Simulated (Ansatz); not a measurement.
The cell of KTaO3 (Pm-3m). The cell is taken from a calculation's input that goes back to an entry of the Crystallography Open Database (an earlier step may have relaxed or displaced it).

```
K Ta O
1.0
     3.98830    0.00000    0.00000
     0.00000    3.98830    0.00000
     0.00000    0.00000    3.98830
K Ta O
1 1 3
Direct
  0.50000 0.50000 0.50000
  0.00000 0.00000 0.00000
  0.50000 0.00000 0.00000
  0.00000 0.50000 0.00000
  0.00000 0.00000 0.50000
```

Bond valence s = exp((R0 − d)/b), R0 fitted to published crystal structures with b = 0.37 Å, summed over all anions within 5 Å; R0 in Å: K+–O 2.088; Ta5+–O 1.909.

**Calculate the bond-valence sums (anions within 5 Å).**

```tsv
site	x, y, z	formal valence	bond-valence sum	difference
K1	0.500, 0.500, 0.500	+1	1.67	0.67
Ta1	0.000, 0.000, 0.000	+5	4.79	-0.21
O1	0.500, 0.000, 0.000	−2	2.15	0.15
```

The global instability index (root mean square of the differences over all atoms) is 0.34 v.u.: above 0.2, which by the usual rule of thumb marks a strained structure. The cell was not relaxed for this table, and a volume that is off by a few per cent shifts all sums together.

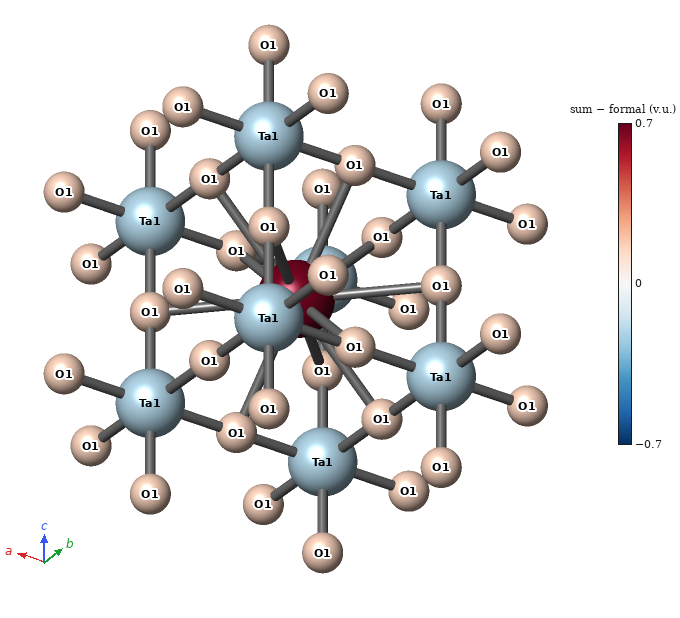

Atoms coloured by sum less the size of the formal valence, view from a free direction.
